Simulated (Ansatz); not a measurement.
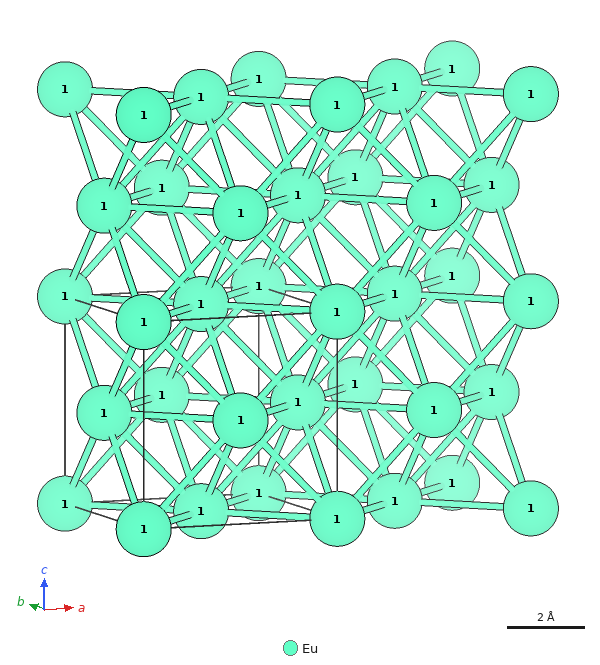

This is a crystal of Eu (a generated structure, set up in Fm-3m). Style: ball-and-stick. Shown: the conventional cell (4 times the calculation's cell), repeated 2 × 1 × 2 with one cell outlined, slightly off an axis. Lengths and directions refer to the drawn axes.

All numbers below come from Ansatz 0.2.0, DFT, PBE, PAW with Ansatz's default frozen-core files, scalar-relativistic. Set-up: plane-wave cutoff 420 eV; k-point mesh 12 × 12 × 12; occupations fermi dirac; smearing width 0.03 eV; collinear spin.

Change: All lengths are scaled by +1.3 % (volume +4.0 %), the atoms keeping their fractional coordinates. No relaxation follows.

What is the effect?

Answer. Among the bonded contacts that change: Eu–Eu 3.878 → 3.929 Å. The space group stays Fm-3m (No. 225). Energy change: +2.6 meV per atom. The pressure goes from 0.0 to −0.5 GPa. All forces vanish by symmetry. The absolute magnetisation stays at 7.56 μB per cell.
